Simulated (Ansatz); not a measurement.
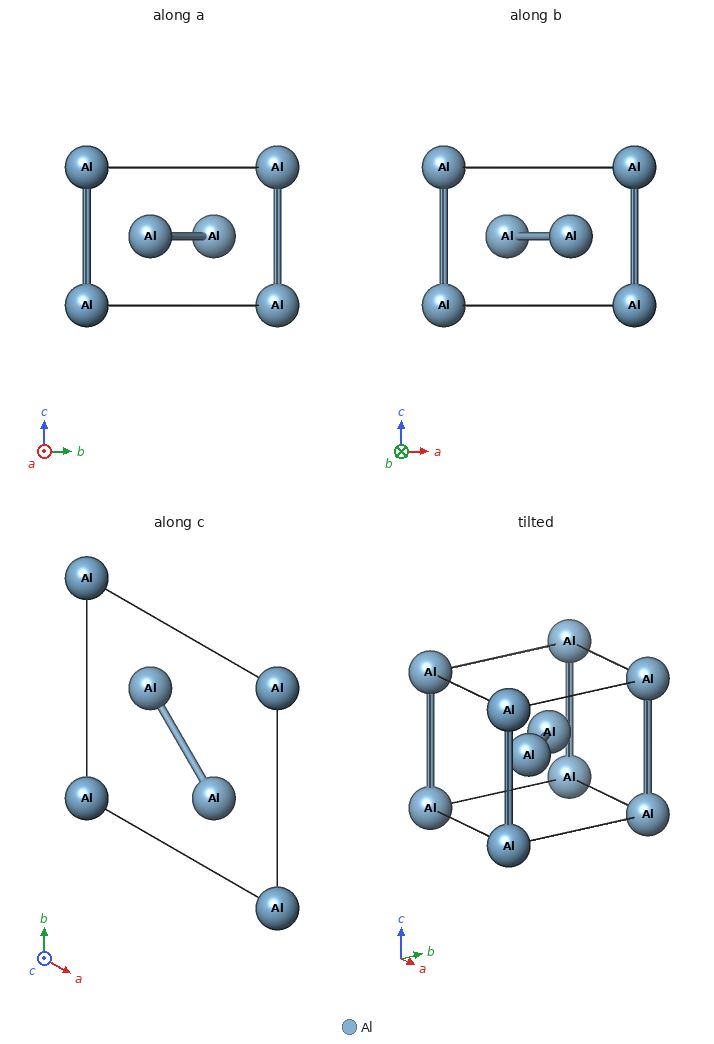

Drawn in the ball-and-stick manner and seen along the a axis, along the b axis, along the c axis and slightly off an axis. The wireframe shows the conventional unit cell.

Lattice parameters: a = 4.5469 Å, b = 4.5469 Å, c = 2.8509 Å, α = 90.000°, β = 90.000°, γ = 120.000°.

### From the views, write a CIF with its space group and independent sites.

```cif
data_structure
_symmetry_space_group_name_H-M 'P 6/m m m'
_symmetry_Int_Tables_number 191
_cell_length_a 4.5469
_cell_length_b 4.5469
_cell_length_c 2.8509
_cell_angle_alpha 90.000
_cell_angle_beta 90.000
_cell_angle_gamma 120.000
_cell_volume 51.04
loop_
_atom_site_label
_atom_site_type_symbol
_atom_site_symmetry_multiplicity
_atom_site_Wyckoff_symbol
_atom_site_fract_x
_atom_site_fract_y
_atom_site_fract_z
_atom_site_occupancy
Al1 Al 1 a 0.0000 0.0000 0.0000 1
Al2 Al 2 d 0.3333 0.6667 0.5000 1
```

The structure comes from a structure type filled with this element by a generator (whether the element takes this form wasn't checked). Earlier steps of the study may have refined or changed the cell and positions. Ansatz was used for an electronic-structure calculation on it.

At this level of theory the cell isn't at rest (compressed, at 5 GPa), so its distances can differ from those at equilibrium, the more so the softer the solid.
